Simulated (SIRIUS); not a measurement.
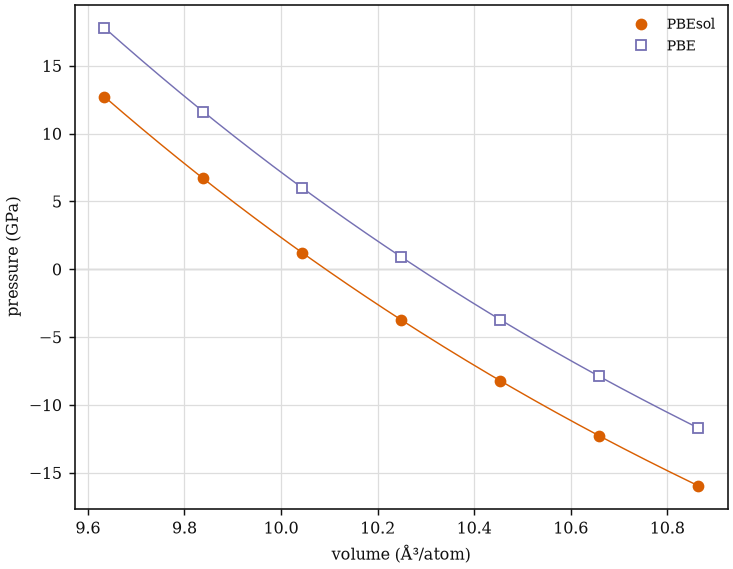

The plot gives the computed pressure against volume, with one curve for each functional, for ZrB₂ (space group P6/mmm).

How it was computed, with SIRIUS 7.10.0: plane-wave DFT, no spin polarisation; energies at scaled volumes of the given cell, shape and fractions fixed, counted from the fit's minimum, third-order Birch-Murnaghan fit. All runs: no spin polarisation.

- occupations: Fermi–Dirac
- smearing width: 0.05 eV
- wave cutoff: 1054 eV
- density cutoff: 4214 eV

Settings that differ: PBEsol: k mesh 10×10×8, potentials dojo-sr-pbesol-0.4.1-standard; PBE: k mesh 5×5×4, potentials dojo-sr-pbe-0.4.1-standard.

### Order the curves by fitted equilibrium volume, smallest first.

PBEsol 10.094, PBE 10.289 Å³/atom.

### Order the curves by fitted bulk modulus, smallest first.

PBE 238.6, PBEsol 250.0 GPa.

### For PBEsol: read off the course of the pressure.

It falls from 12.73 GPa at volume 9.63 Å³/atom to −15.95 GPa at 10.86 Å³/atom, and changes sign near 10.09 Å³/atom.

### For PBE: read off the course of the pressure.

It falls from 17.81 GPa at volume 9.63 Å³/atom to −11.69 GPa at 10.86 Å³/atom, and changes sign near 10.29 Å³/atom.

Keep in mind: coarse k mesh (PBE); shape and atomic fractions are frozen while scaling, which makes layered, chain and framework solids too stiff.
